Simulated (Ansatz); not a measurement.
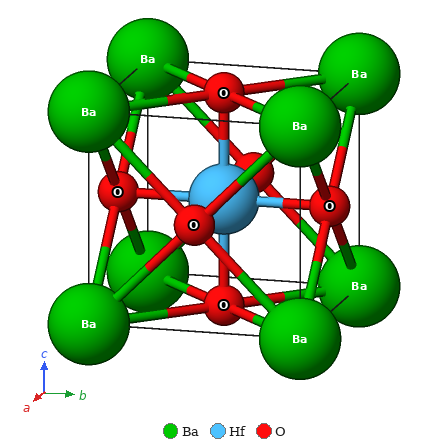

System: BaHfO₃, space group Pm-3m (No. 221) (cell built by us, not taken from a database). The picture shows the cell.

Input file:
```
crystal:
  lattice:
    - [4.1352881831, 0.0, 0.0]
    - [0.0, 4.1352881831, 0.0]
    - [0.0, 0.0, 4.1352881831]
  atoms:
    - { symbol: Ba, position: [0.0, 0.0, 0.0] }
    - { symbol: Hf, position: [0.5, 0.5, 0.5] }
    - { symbol: O, position: [0.5, 0.5, 0.0] }
    - { symbol: O, position: [0.5, 0.0, 0.5] }
    - { symbol: O, position: [0.0, 0.5, 0.5] }
kpoints:
  mp_grid: { grid: [6, 6, 6] }
hamiltonian:
  xc: r2scan
scf:
  occupations: { method: fixed }
dielectric: {}
```

Launched with:
```bash

```

Calculation (Ansatz 0.2.0): Born effective charges by linear response at the zone centre, in units of the proton charge, Cartesian axes of the given cell; DFT, r2SCAN, plane waves, PAW. Level: r2SCAN, no spin polarisation.

periodic directions 3; potentials PAW; wave cutoff 500 eV; k mesh 6×6×6.

Predict the mean Born effective charge of each atom. The cases: Ba; Hf; O 1; O 2; O 3.

The largest in size is that of Hf, 5.77 e, and the charges add up to 0.00 e. O 1, O 2 and O 3 are equally anisotropic; for O 1: its diagonal components run from −4.49 to −2.01 e.

```
atom  mean Born effective charge (e)  Born charge xx (e)  Born charge zz (e)
  Ba                            2.75               2.749               2.749
  Hf                            5.77               5.771               5.771
 O 1                           -2.84              -2.014              -4.491
 O 2                           -2.84              -2.014              -2.014
 O 3                           -2.84              -4.491              -2.014
```

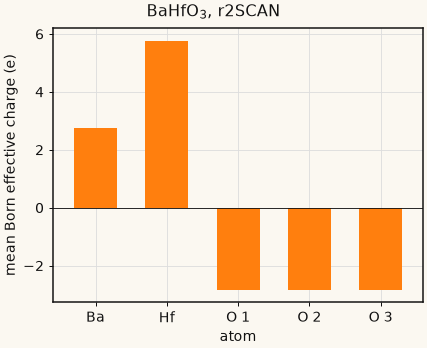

Note: empty bands loosely converged; reference bands not vouched for.
